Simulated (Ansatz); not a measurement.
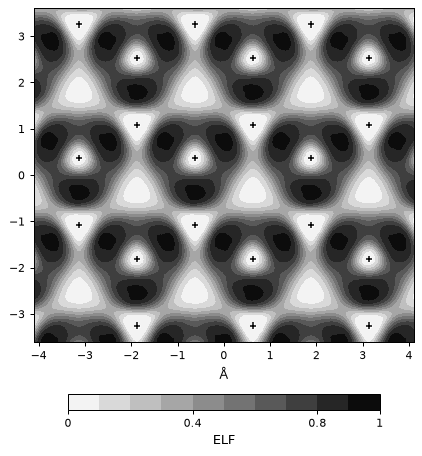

The electron localisation function on a plane through atoms (crosses mark nuclei in the plane).

Computed with Ansatz, DFT PBEsol, scalar-relativistic, plane waves, PAW.

Candidates:
A. CdTe (slab), a = 4.59 Å, b = 4.59 Å, c = 26.36 Å, α = 90.00°, β = 90.00°, γ = 90.00°. 
B. BN, a = 2.50 Å, b = 2.50 Å, c = 10.44 Å, α = 90.00°, β = 90.00°, γ = 120.00°. Space group R3m; a structure from a database of computed crystals, not necessarily the ambient phase.
C. MoS (slab), a = 3.12 Å, b = 3.12 Å, c = 21.09 Å, α = 90.00°, β = 90.00°, γ = 120.00°. Not relaxed (largest force 1.8 eV/Å); computed without spin polarisation.

**Which system is this?**

Candidate B: BN on the (001) plane of the conventional cell, which holds B and N. B–N (1.45 Å): the ELF peaks at about 0.95 between the atoms; a polar covalent bond.
